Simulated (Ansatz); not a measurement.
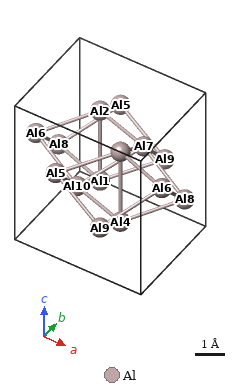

Starting structure of crystalline Al (a generated structure, set up in P-31m) (coarse preliminary run). Style: ball-and-stick. Shown: the cell of the calculation, from a free direction.

The calculation used DFT PBE, scalar-relativistic, plane waves, PAW (Ansatz 0.2.0).

The input:
```yaml
crystal:
  lattice:
    - [6.79104466, 0.0, 0.0]
    - [-3.39552233, 5.8812172, 0.0]
    - [0.0, 0.0, 5.0384266]
  atoms:
    - { symbol: Al, position: [0.33333333, 0.66666667, 0.23801924] }
    - { symbol: Al, position: [0.33333333, 0.66666667, 0.76198076] }
    - { symbol: Al, position: [0.66666667, 0.33333333, 0.76198076] }
    - { symbol: Al, position: [0.66666667, 0.33333333, 0.23801924] }
    - { symbol: Al, position: [0.32490542, 0.0, 0.6316917] }
    - { symbol: Al, position: [0.0, 0.32490542, 0.6316917] }
    - { symbol: Al, position: [0.67509458, 0.67509458, 0.6316917] }
    - { symbol: Al, position: [0.0, 0.67509458, 0.3683083] }
    - { symbol: Al, position: [0.67509458, 0.0, 0.3683083] }
    - { symbol: Al, position: [0.32490542, 0.32490542, 0.3683083] }
basis:
  ecutwfc: 420
kpoints:
  mp_grid: { grid: [3, 3, 4] }
hamiltonian:
  xc: pbe
scf:
  occupations: { method: gaussian, width: 0.1 }
  lower_state_search: "off"
output:
  forces: true
  stress: true
  eigenvalues: true
relax:
  adjacent_minimum: "off"
  f_tol: 0.04
  max_steps: 70
  cell: { stress_tol: 0.4 }
```

Launched with:
```bash
ansatz run input.yaml --threads 1 --pin off --max-ram 2560MiB --backend cpu --events-out ev --progress --plain --runs-dir out
```

**Predict the outcome.**

After 5 accepted moves (7 points after the start) the energy has fallen by 2.981 eV per cell of the calculation. Largest force component: 1.7 eV/Å at the start, 0.014 eV/Å at the end. The pressure goes from 15.89 to −0.09 GPa. At 2 points the geometry stayed and the basis and grid were re-selected for the new cell (energy shift of 69.1 meV per cell of the calculation at most each time). The largest moves relative to the cell, 0.40 Å, are those of Al5, Al6, Al7, Al8, Al9 and Al10. Al8 goes roughly along +c. Cell: a = b 6.791 → 7.483 Å (+10.2 %), c 5.038 → 5.607 Å (+11.3 %). Volume +35.1 %. Near-neighbour distances that change, for instance: Al1–Al10 2.385 → 2.752 Å, Al1–Al2 2.640 → 2.971 Å, Al1–Al2 (another image) 2.398 → 2.636 Å, Al5–Al9 2.723 → 2.618 Å. Bond angles that change, for instance: Al8–Al7–Al9 95.8° → 113.3°, Al8–Al7–Al10 97.1° → 113.4°, Al5–Al3–Al6 112.7° → 103.9°. The space group stays P-31m (No. 162). Cost: 69 s on 1 thread of Intel(R) Xeon(R) Processor @ 2.50GHz (Skylake/Cascade Lake), with other jobs on the host, peak memory 0.47 GiB.

History of the run:

| step | E − E(0), meV/atom | largest force component, eV/Å | pressure, GPa | volume, Å³/atom | note |
| --- | --- | --- | --- | --- | --- |
| 0 | 0.00 | 1.6630 | 15.89 | 20.123 |  |
| 1 | -216.87 | 0.4918 | 5.01 | 23.002 |  |
| 2 | -274.10 | 0.2493 | 1.04 | 25.342 |  |
| 3 | -289.13 | 0.0883 | -0.06 | 26.680 |  |
| 4 | -290.54 | 0.0317 | 0.05 | 26.758 |  |
| 5 | -297.45 | 0.0319 | 0.31 | 26.758 | same geometry, new basis |
| 6 | -298.00 | 0.0145 | -0.09 | 27.191 |  |
| 7 | -298.09 | 0.0145 | -0.09 | 27.191 | same geometry, new basis |

The structure at the end:

```xyz
10
Lattice="7.4829 0.0000 0.0000 -3.7414 6.4803 0.0000 0.0000 0.0000 5.6074" Properties=species:S:1:pos:R:3 pbc="T T T"
Al    0.0000    4.3202    1.3180
Al    0.0000    4.3202    4.2894
Al    3.7414    2.1601    4.2894
Al    3.7414    2.1601    1.3180
Al   -1.2640    6.4803    3.1440
Al    6.2441    2.1455    3.1440
Al    2.5027    4.3348    3.1440
Al    4.9801    4.3348    2.4634
Al    1.2640    6.4803    2.4634
Al    1.2387    2.1455    2.4634
```

After the run, drawn alike:

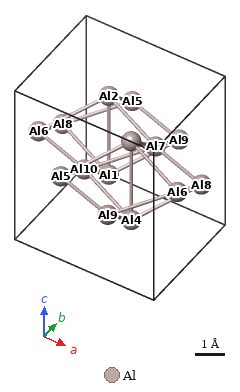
